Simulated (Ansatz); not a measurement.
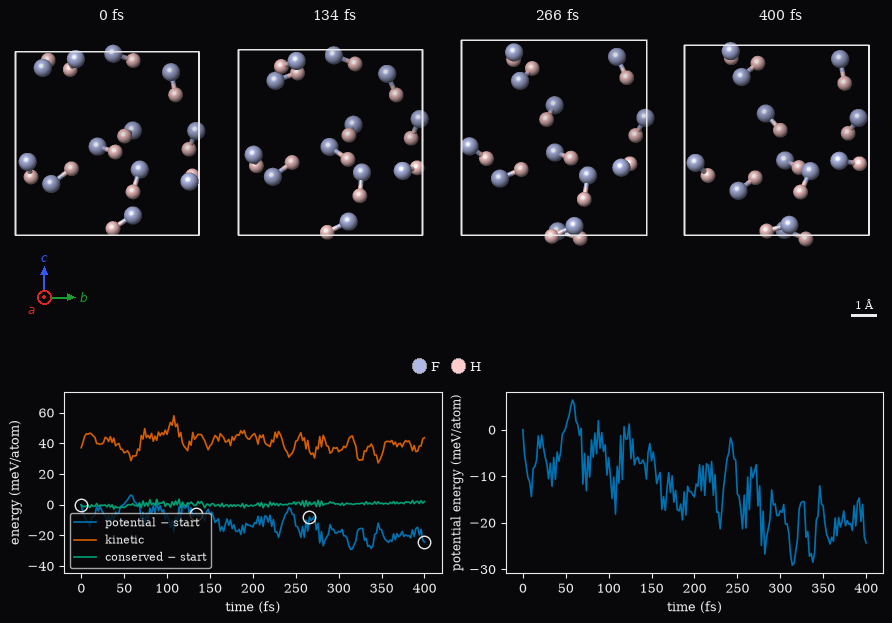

A Born-Oppenheimer molecular dynamics run of a periodic cell with 12 HF at 0.977 g/cm³, 400 fs long. It starts from the last geometry of an earlier run, with fresh velocities. Frames and the history of the run. A ball-and-stick model of the simulation cell, seen along the a axis. Atoms that leave the cell re-enter on the other side.

These are results of Ansatz, DFT PBE-D3(BJ), scalar-relativistic, plane waves, PAW, not measurements. Settings: plane-wave cutoff 420 eV; k-point mesh 1 × 1 × 1; Fermi-Dirac smearing 0.02 eV; low-accuracy preset; Langevin thermostat and barostat (NPT); set temperature 300 K; time step 2 fs; friction 0.005 per fs; target pressure 0 GPa.

### Describe the run.

In the second half of the run the atoms are, in the root-mean-square, this far from where they began (common drift taken out): F 0.86 Å, H 0.80 Å. The molecules turn and drift from their places. The mean temperature in the second half is 299 K (standard deviation 36 K). The potential energy is still drifting at the end, so the run hasn't reached equilibrium. The potential energy in the second half lies on average 17.1 meV per atom below the first frame. The mean pressure there is −0.1 GPa. The volume ends −1.8 % from the start. The conserved quantity moves between −2.8 and 3.6 meV per atom from its start, in jumps that begin near 0 fs. That is too much for reliable dynamics. The time step of 2 fs is long for the fastest vibrations here (lightest element hydrogen).

Limits of the set-up: the program's low-accuracy preset was used; the periodic images lie only 7.4 Å apart, so the values are limited by the cell's size.

The run took 7.2 min on 1 thread of Intel(R) Xeon(R) Platinum 8488C (Sapphire Rapids) (shared host), peak memory 0.51 GiB.
